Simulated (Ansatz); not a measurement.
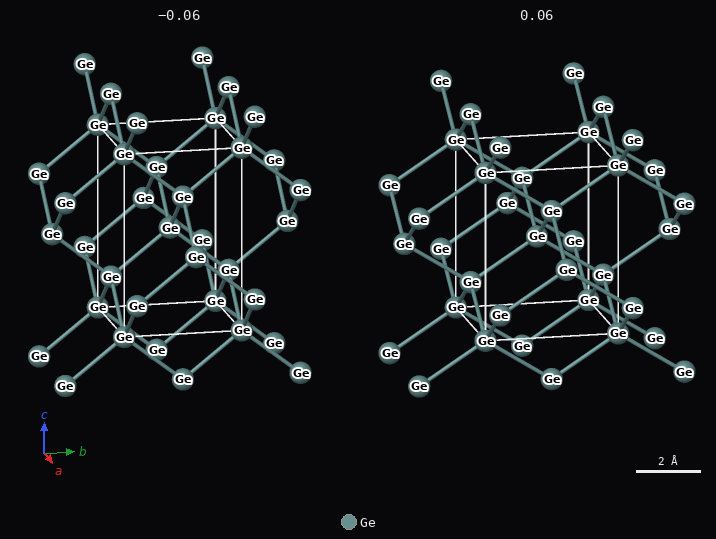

Crystalline Ge (set up in Fd-3m), under biaxial strain in the a–b plane (c relaxed, atoms fixed by symmetry), with energies (extrapolated to zero smearing) counted from the relaxed crystal, which is the row at zero; the cubic crystal is set up in a tetragonal cell with a = a(cubic)/√2 and c = a(cubic). The picture shows the first and the last member. The picture is a ball-and-stick view of the cell of the calculation, seen slightly off an axis.

Computed with Ansatz 0.2.0: DFT r2SCAN, scalar-relativistic, plane waves, PAW. Set-up: plane-wave cutoff 500 eV; k-point mesh 10 × 10 × 6; occupations gaussian; smearing width 0.02 eV; no spin polarisation; force threshold 0.008 eV/Å.

```
strain  energy (meV/atom)  a (Å)  c (Å)
 −0.06              83.23  3.772  5.911
 −0.04                  ?      ?      ?
 −0.02               8.49  3.932  5.753
   0.0               0.00  4.013  5.675
  0.02               7.38  4.093  5.596
  0.04              28.18  4.173  5.516
  0.06              60.51  4.253  5.430
```

**Estimate the missing row from the others, and compare with the calculation.**

A parabola through three neighbouring rows (−0.06, −0.02, 0.0) gives, with Lagrange weights, (0.3333)(83.23) + (1.0000)(8.49) + (−0.3333)(0.00) = 36.23 meV/atom. The calculation gives 35.36 meV/atom (a = 3.852 Å, c = 5.831 Å). The estimate is 0.87 meV/atom too high. From the first member to the last: Ge–Ge 2.396 → 2.523 Å.

The whole series:

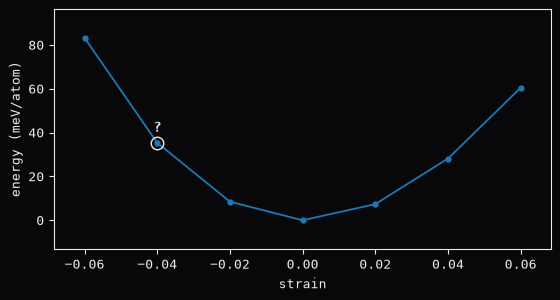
